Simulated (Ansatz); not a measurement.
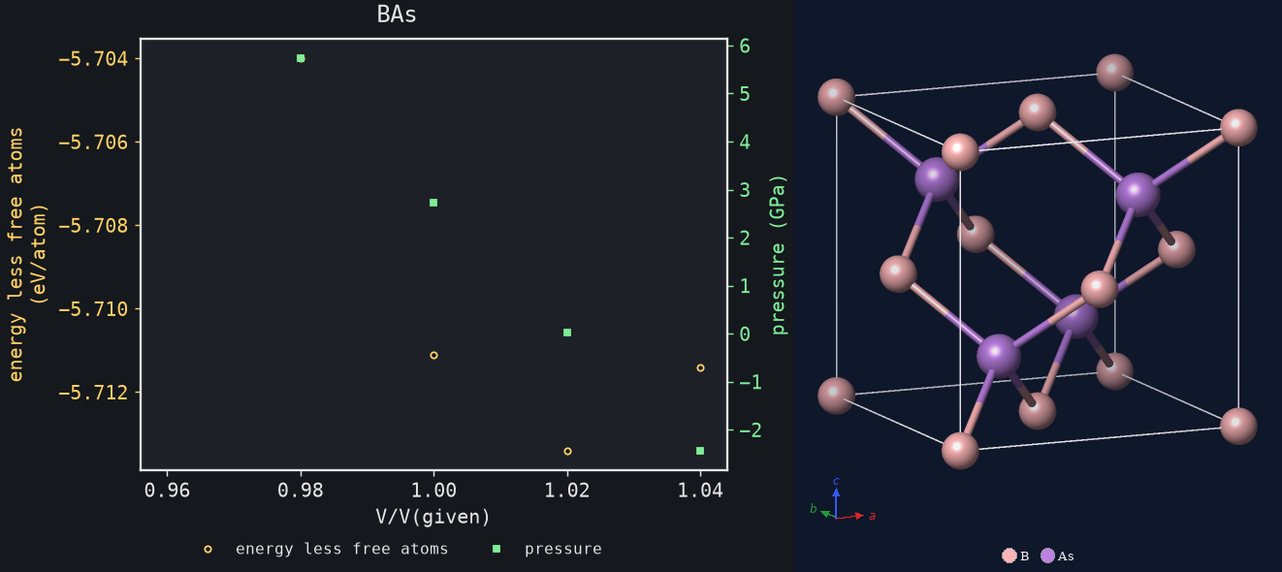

The plot gives the computed energy less free atoms and pressure against V/V(given) for BAs, space group F-43m (No. 216). The conventional cell is drawn beside the plot.

The given structure:
```
B As
1.0
     0.00000    2.38850    2.38850
     2.38850    0.00000    2.38850
     2.38850    2.38850    0.00000
B As
1 1
Direct
  0.00000 0.00000 0.00000
  0.75000 0.75000 0.75000
```

Method: periodic Kohn-Sham DFT of a crystal at fixed atoms, scaled to the stated factor times the given cell; pressure positive in compression, energy less spherical unpolarised free atoms (Ansatz 0.2.0). Level: PBE.

```tsv
setting	value
method	all-electron LAPW
relativity	scalar
k mesh	13×13×13
occupations	Fermi–Dirac
smearing width	0.05 eV
basis error target	0.5 (meV/atom)
nucleus	Gaussian
```

V(given) is 13.63 Å³/atom.

The point at V/V(given) 0.96 is left out of the plot. What does the calculation give there?

```
V/V(given)  energy less free atoms (eV/atom)  pressure (GPa)
      0.96                           -5.6915             9.0
```
